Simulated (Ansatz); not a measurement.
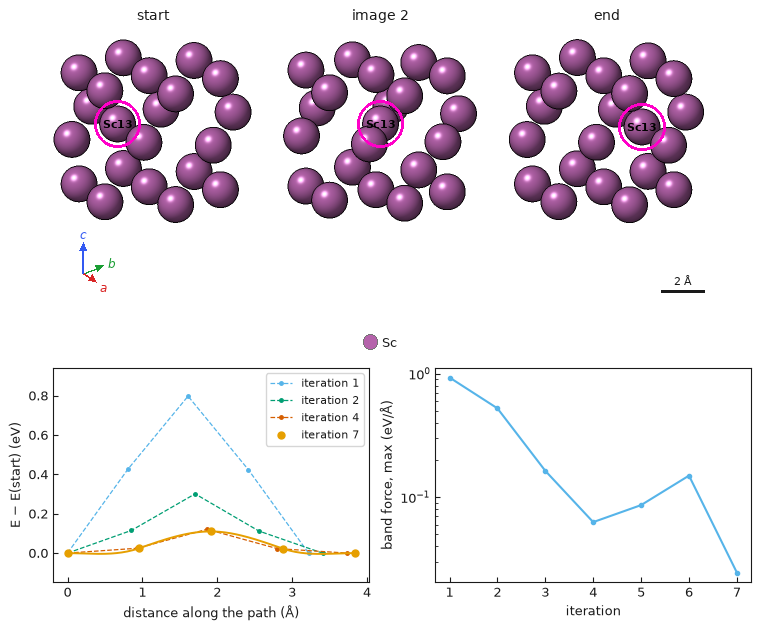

A search for the minimum-energy path of a defect cell of composition Sc with a Sc vacancy (15 atoms in the cell) by the nudged elastic band. Images are numbered from 0 (start) to 4 (end). The plot follows the band through its iterations. The picture is a spheres-only view of the atoms within 5.3 Å of the middle of the path, seen slightly off an axis. The moving atom is ringed, with any periodic copies.

Level of theory: Ansatz, DFT, PAW plane waves, PBE. Settings: plane-wave cutoff 420 eV; k-point mesh 3 × 3 × 2; Fermi-Dirac smearing 0.1 eV; 3 movable images; climbing image; force threshold 0.1 eV/Å; iteration limit 40.

> Judge this run.

The run is converged, with reservations. The band converged in 7 iterations. The largest component of the band force went from 0.93 to 0.025 eV/Å. The climbing image converged on the top of the path. Its curvatures weren't checked. The force threshold of 0.1 eV/Å is loose, so the barrier is approximate. The first iteration put the highest image at 0.797 eV. The two ends have the same energy, and the highest point, image 2, lies 0.110 eV above the start.

Limits of the set-up: the periodic images lie only 6.7 Å apart, so the values are limited by the cell's size.
